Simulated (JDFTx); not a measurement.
**Fixed potential calculation of Mo (part 1 of 2)**

- system: Mo (slab, 5 atoms in the cell)
- method: Kohn-Sham DFT of a periodic cell, revPBE, PseudoDojo-SR-PBE-0.5-standard, no spin polarisation (JDFTx 1.7.0 (patched build))

The structure derives from an entry of the Crystallography Open Database.

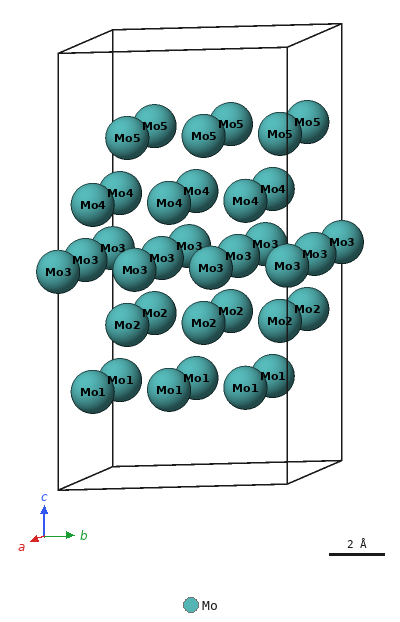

*The structure (spheres-only view of the 2 × 3 repeat of the cell, with the vacuum cut short, seen slightly off an axis; atoms are numbered from 1 in the order of the input). An atom can appear more than once, as a periodic image.*

## The input
```
lattice \
    5.3850397740    -2.6925198870     0.0000000000 \
    0.0000000000     4.6635812446     0.0000000000 \
    0.0000000000     0.0000000000    45.9333581238
coords-type Lattice
ion Mo     0.6666666667     0.3333333333     0.3085545345 0
ion Mo     0.3333333333     0.6666666667     0.4042772673 0
ion Mo     0.0000000000     0.0000000000     0.5000000000 1
ion Mo     0.6666666667     0.3333333333     0.5957227327 1
ion Mo     0.3333333333     0.6666666667     0.6914454655 1

ion-species pseudo/Mo.upf
elec-cutoff 40
elec-ex-corr gga-x-pbe-r gga-c-pbe
kpoint-folding 4 4 1
elec-smearing Fermi 0.0018374661
elec-n-bands 45
electronic-minimize nIterations 100 energyDiffThreshold 1e-06
coulomb-interaction Slab 001
coulomb-truncation-embed 0.000000 0.000000 0.500000
fluid LinearPCM
pcm-variant CANDLE
fluid-solvent CH3CN
fluid-cation Na+ 0.5
fluid-anion F- 0.5
target-mu -0.181524
initial-state neutral.$VAR
forces-output-coords Cartesian

dump-name charged.$VAR
dump End Ecomponents EigStats BandEigs Kpoints Forces ElecDensity Dtot KEdensity
```

Machine: 1 thread of Arm Neoverse V1, 24 GiB of memory available, shared host.

Launch command:
```bash
jdftx -c 1 -i charged.in -o charged.out
```

## What the program printed
```
*************** JDFTx 1.7.0 (patched build) ***************

Input parsed successfully to the following command list (including defaults):
[... the input with its defaults ...]

---------- Setting up symmetries ----------

Found 24 point-group symmetries of the bravais lattice
Found 6 space-group symmetries with basis
Applied RMS atom displacement 2.78082e-10 bohrs to make symmetries exact.

---------- Initializing the Grid ----------
R =
[      5.38504     -2.69252            0  ]
[            0      4.66358            0  ]
[            0            0      45.9334  ]
unit cell volume = 1153.55
G =
[    1.16679   0.673644         -0  ]
[          0    1.34729          0  ]
[          0         -0   0.136789  ]
Minimum fftbox size, Smin = [  32  32  264  ]
Chosen fftbox size, S = [  32  32  270  ]

---------- Exchange Correlation functional ----------
Initialized LibXC exchange functional 'Revised PBE from Zhang & Yang'
Initialized LibXC correlation functional 'Perdew, Burke & Ernzerhof'

---------- Setting up pseudopotentials ----------
Width of ionic core gaussian charges (only for fluid interactions / plotting) set to 0.280993

Reading pseudopotential file 'pseudo/Mo.upf':
  'Mo' pseudopotential, 'PBE' functional
  Generated using ONCVPSP code by D. R. Hamann
  14 valence electrons, 4 orbitals, 6 projectors, 1001 radial grid points, with lMax = 2
    4S    l: 0   occupation:  2.0   eigenvalue: -2.364714
    4P    l: 1   occupation:  6.0   eigenvalue: -1.414320
    4D    l: 2   occupation:  5.0   eigenvalue: -0.137921
    5S    l: 0   occupation:  1.0   eigenvalue: -0.150182
  Core radius for overlap checks: 1.35 bohrs.

Initialized 1 species with 5 total atoms.

Folded 1 k-points by 4x4x1 to 16 k-points.

---------- Setting up k-points, bands, fillings ----------
Adding inversion symmetry to k-mesh for non-inversion-symmetric unit cell.
Reduced to 4 k-points under symmetry.
Computing the number of bands and number of electrons
Reading initial fillings from 'neutral.fillings'.
nElectrons:  70.000000   nBands: 45   nStates: 4

----- Setting up reduced wavefunction bases (one per k-point) -----
average nbasis = 13945.812 , ideal nbasis = 13938.648

---------- Setting up coulomb interaction ----------
Fluid mode embedding: using embedded box, but periodic Coulomb kernel.
(Fluid response is responsible for (approximate) separation between periodic images.)
Setting up double-sized grid for truncated Coulomb potentials:
R =
[      5.38504     -2.69252            0  ]
[            0      4.66358            0  ]
[            0            0      91.8667  ]
unit cell volume = 2307.1
G =
[    1.16679   0.673644         -0  ]
[          0    1.34729          0  ]
[          0         -0  0.0683946  ]
Chosen fftbox size, S = [  32  32  540  ]
Integer grid location selected as the embedding center:
   Grid: [  0  0  135  ]
   Lattice: [  0  0  0.5  ]
   Cartesian: [  0  0  22.9667  ]
Constructing Wigner-Seitz cell: 8 faces (6 quadrilaterals, 2 hexagons)
Range-separation parameter for embedded mesh potentials due to point charges: 0.520346 bohrs.

Initializing DFT-D2 calculator for fluid / solvation:
	Mo:  C6:  427.91 Eh-a0^6  R0: 3.097 a0

---------- Setting up ewald sum ----------
Optimum gaussian width for ewald sums = 4.031227 bohr.
Real space sum over 2205 unit cells with max indices [  10  10  2  ]
Reciprocal space sum over 5913 terms with max indices [  4  4  36  ]

---------- Allocating electronic variables ----------
Reading eigenvalues from 'neutral.eigenvals'.
Initializing wave functions:  reading from 'neutral.wfns'
----- createFluidSolver() ----- (Fluid-side solver setup)
   Initializing fluid molecule 'CH3CN'
     Initializing site 'center'
       Hard sphere radius: 2.11649 bohrs
       Positions in reference frame:
         [ +0.000000 +0.000000 +0.000000 ]
     Initializing site 'C1'
       Electron density: cuspless exponential with width 0.44 and norm 4.7128
       Charge density: gaussian nuclear width 0.535422 with net site charge 0.7128
       Polarizability: cuspless exponential with width 0.35 and norm 4.49
       Positions in reference frame:
         [ +0.000000 +0.000000 -2.450975 ]
     Initializing site 'C2'
       Electron density: cuspless exponential with width 0.39 and norm 3.4832
       Charge density: gaussian nuclear width 0.535422 with net site charge -0.5168
       Polarizability: cuspless exponential with width 0.39 and norm 7.18
       Positions in reference frame:
         [ +0.000000 +0.000000 +0.311805 ]
     Initializing site 'H'
       Electron density: cuspless exponential with width 0.28 and norm 0.7659
       Charge density: gaussian nuclear width 0.377945 with net site charge -0.2341
       Polarizability: cuspless exponential with width 0.37 and norm 4.33
       Positions in reference frame:
         [ +0.000000 +1.947047 -3.168120 ]
         [ +1.686192 -0.973524 -3.168120 ]
         [ -1.686192 -0.973524 -3.168120 ]
     Initializing site 'N'
       Electron density: cuspless exponential with width 0.37 and norm 5.5063
       Charge density: gaussian nuclear width 0.488179 with net site charge 0.5063
       Polarizability: cuspless exponential with width 0.35 and norm 5.85
       Positions in reference frame:
         [ +0.000000 +0.000000 +2.505777 ]
     Net charge: 0   dipole magnitude: 1.58545
     Initializing spherical shell mfKernel with radius 4.00622 Bohr
     deltaS corrections:
       site 'center': 0
       site 'C1': -3.23112
       site 'C2': -30.1398
       site 'H': -9.23538
       site 'N': -3.91197
   Initializing fluid molecule 'Na+'
     Initializing site 'Na'
       Electron density: proportional to exp(-r/0.19682)*erfc((r-0.71491)/0.41314) with norm 8.1383
       Charge density: gaussian nuclear width 0.365347 with net site charge -1
       Hard sphere radius: 1.86327 bohrs
       Positions in reference frame:
         [ +0.000000 +0.000000 +0.000000 ]
     Net charge: -1   dipole magnitude: 0
     Initializing gaussian mfKernel with width: 1.55004 Bohr
     deltaS corrections:
       site 'Na': -22.3555
   Initializing fluid molecule 'F-'
     Initializing site 'F'
       Electron density: proportional to exp(-r/0.38886)*erfc((r-0)/0.438782) with norm 8
       Charge density: gaussian nuclear width 0.374796 with net site charge 1
       Hard sphere radius: 2.39995 bohrs
       Positions in reference frame:
         [ +0.000000 +0.000000 +0.000000 ]
     Net charge: 1   dipole magnitude: 0
     Initializing gaussian mfKernel with width: 1.59012 Bohr
     deltaS corrections:
       site 'F': -9.04335

Correction to mu due to finite nuclear width = -0.0150522
   Cavity determined by nc: 0.00142 and sigma: 0.707107
   Nonlocal vdW cavity from gaussian model electron density with norm = 16 and sigma = 1.50589 bohr
   Charge asymmetry in cavity with sensitivity pCavity = -31 e-bohr/Eh
   Electrostatic cavity expanded by eta = 3.15 bohrs
   Weighted density cavitation model constrained by Nbulk: 0.001709 bohr^-3, Pvap: 11.7584 kPa, Rvdw: 4.00622 bohr and sigmaBulk: 1.88e-05 Eh/bohr^2 at T: 298 K.
   Weighted density dispersion model using vdW pair potentials with single solvent site with sqrtC6eff: 2.21 SI.
Reading fluid state from 'neutral.fluidState'

Shifting auxilliary hamiltonian by -0.011030 to set nElectrons=70.000000

-------- Electronic minimization -----------
	Linear fluid (dielectric constant: 38.8, screening length: 5.71417 Bohr) occupying 0.639385 of unit cell:	Completed after 12 iterations at
	FillingsUpdate:  mu: -0.181524000  nElectrons: 70.000000
ElecMinimize: Iter:   0  G: -329.415105844482468  |grad|_K:  8.071e-05  alpha:  1.000e+00
	Linear fluid (dielectric constant: 38.8, screening length: 5.71417 Bohr) occupying 0.645467 of unit cell:	Completed after 17 iterations at
	Linear fluid (dielectric constant: 38.8, screening length: 5.71417 Bohr) occupying 0.639387 of unit cell:	Completed after 17 iterations at
	FillingsUpdate:  mu: -0.181524000  nElectrons: 69.994678
	SubspaceRotationAdjust: set factor to 0.507
ElecMinimize: Iter:   1  G: -329.415142712691249  |grad|_K:  3.094e-05  alpha:  1.804e-03  linmin: -1.538e-01
	Linear fluid (dielectric constant: 38.8, screening length: 5.71417 Bohr) occupying 0.639389 of unit cell:	Completed after 11 iterations at
	Linear fluid (dielectric constant: 38.8, screening length: 5.71417 Bohr) occupying 0.639394 of unit cell:	Completed after 12 iterations at
	FillingsUpdate:  mu: -0.181524000  nElectrons: 69.990294
	SubspaceRotationAdjust: set factor to 0.26
ElecMinimize: Iter:   2  G: -329.415156974233696  |grad|_K:  2.966e-05  alpha:  4.759e-03  linmin:  2.806e-04
	Linear fluid (dielectric constant: 38.8, screening length: 5.71417 Bohr) occupying 0.639403 of unit cell:	Completed after 11 iterations at
	Linear fluid (dielectric constant: 38.8, screening length: 5.71417 Bohr) occupying 0.639410 of unit cell:	Completed after 11 iterations at
	FillingsUpdate:  mu: -0.181524000  nElectrons: 69.988368
	SubspaceRotationAdjust: set factor to 0.138
ElecMinimize: Iter:   3  G: -329.415175049564425  |grad|_K:  1.784e-05  alpha:  8.191e-03  linmin:  1.099e-04
	Linear fluid (dielectric constant: 38.8, screening length: 5.71417 Bohr) occupying 0.639420 of unit cell:	Completed after 12 iterations at
	Linear fluid (dielectric constant: 38.8, screening length: 5.71417 Bohr) occupying 0.639418 of unit cell:	Completed after 9 iterations at
	FillingsUpdate:  mu: -0.181524000  nElectrons: 69.989691
	SubspaceRotationAdjust: set factor to 0.0908
	SubspaceRotationAdjust: resetting CG because factor has changed by 0.0907966
	Linear fluid (dielectric constant: 38.8, screening length: 5.71417 Bohr) occupying 0.639418 of unit cell:	Completed after 0 iterations at
ElecMinimize: 	State modified externally: resetting search direction.
ElecMinimize: Iter:   4  G: -329.415180305145384  |grad|_K:  6.048e-06  alpha:  6.570e-03
	Linear fluid (dielectric constant: 38.8, screening length: 5.71417 Bohr) occupying 0.639420 of unit cell:	Completed after 9 iterations at
ElecMinimize: 	Predicted alpha/alphaT>3.000000, increasing alphaT to 1.971055e-02.
	Linear fluid (dielectric constant: 38.8, screening length: 5.71417 Bohr) occupying 0.639423 of unit cell:	Completed after 10 iterations at
ElecMinimize: 	Predicted alpha/alphaT>3.000000, increasing alphaT to 5.913165e-02.
	Linear fluid (dielectric constant: 38.8, screening length: 5.71417 Bohr) occupying 0.639433 of unit cell:	Completed after 11 iterations at
	Linear fluid (dielectric constant: 38.8, screening length: 5.71417 Bohr) occupying 0.639452 of unit cell:	Completed after 12 iterations at
	FillingsUpdate:  mu: -0.181524000  nElectrons: 69.990500
	SubspaceRotationAdjust: set factor to 0.0348
ElecMinimize: Iter:   5  G: -329.415192422311748  |grad|_K:  6.914e-06  alpha:  1.316e-01  linmin:  1.013e-04
	Linear fluid (dielectric constant: 38.8, screening length: 5.71417 Bohr) occupying 0.639526 of unit cell:	Completed after 11 iterations at
	Linear fluid (dielectric constant: 38.8, screening length: 5.71417 Bohr) occupying 0.639474 of unit cell:	Completed after 12 iterations at
	FillingsUpdate:  mu: -0.181524000  nElectrons: 69.987920
	SubspaceRotationAdjust: set factor to 0.0233
ElecMinimize: Iter:   6  G: -329.415197116642616  |grad|_K:  3.516e-06  alpha:  3.886e-02  linmin: -7.733e-04
	Linear fluid (dielectric constant: 38.8, screening length: 5.71417 Bohr) occupying 0.639488 of unit cell:	Completed after 9 iterations at
ElecMinimize: 	Predicted alpha/alphaT>3.000000, increasing alphaT to 1.165854e-01.
	Linear fluid (dielectric constant: 38.8, screening length: 5.71417 Bohr) occupying 0.639516 of unit cell:	Completed after 10 iterations at
ElecMinimize: 	Predicted alpha/alphaT>3.000000, increasing alphaT to 3.497562e-01.
	Linear fluid (dielectric constant: 38.8, screening length: 5.71417 Bohr) occupying 0.639600 of unit cell:	Completed after 11 iterations at
	Linear fluid (dielectric constant: 38.8, screening length: 5.71417 Bohr) occupying 0.639686 of unit cell:	Completed after 11 iterations at
	FillingsUpdate:  mu: -0.181524000  nElectrons: 69.981364
	SubspaceRotationAdjust: set factor to 0.0148
ElecMinimize: Iter:   7  G: -329.415215454013321  |grad|_K:  5.680e-06  alpha:  5.878e-01  linmin:  1.579e-04
	Linear fluid (dielectric constant: 38.8, screening length: 5.71417 Bohr) occupying 0.640378 of unit cell:	Completed after 13 iterations at
	Linear fluid (dielectric constant: 38.8, screening length: 5.71417 Bohr) occupying 0.639835 of unit cell:	Completed after 14 iterations at
	FillingsUpdate:  mu: -0.181524000  nElectrons: 69.981038
	SubspaceRotationAdjust: set factor to 0.0155
ElecMinimize: Iter:   8  G: -329.415225570932193  |grad|_K:  3.379e-06  alpha:  1.262e-01  linmin:  2.002e-03
	Linear fluid (dielectric constant: 38.8, screening length: 5.71417 Bohr) occupying 0.639910 of unit cell:	Completed after 11 iterations at
ElecMinimize: 	Predicted alpha/alphaT>3.000000, increasing alphaT to 3.785064e-01.
	Linear fluid (dielectric constant: 38.8, screening length: 5.71417 Bohr) occupying 0.640060 of unit cell:	Completed after 11 iterations at
	Linear fluid (dielectric constant: 38.8, screening length: 5.71417 Bohr) occupying 0.640104 of unit cell:	Completed after 11 iterations at
	FillingsUpdate:  mu: -0.181524000  nElectrons: 69.979891
	SubspaceRotationAdjust: set factor to 0.0145
ElecMinimize: Iter:   9  G: -329.415238509940309  |grad|_K:  4.422e-06  alpha:  4.541e-01  linmin: -1.852e-04
	Linear fluid (dielectric constant: 38.8, screening length: 5.71417 Bohr) occupying 0.640615 of unit cell:	Completed after 13 iterations at
```
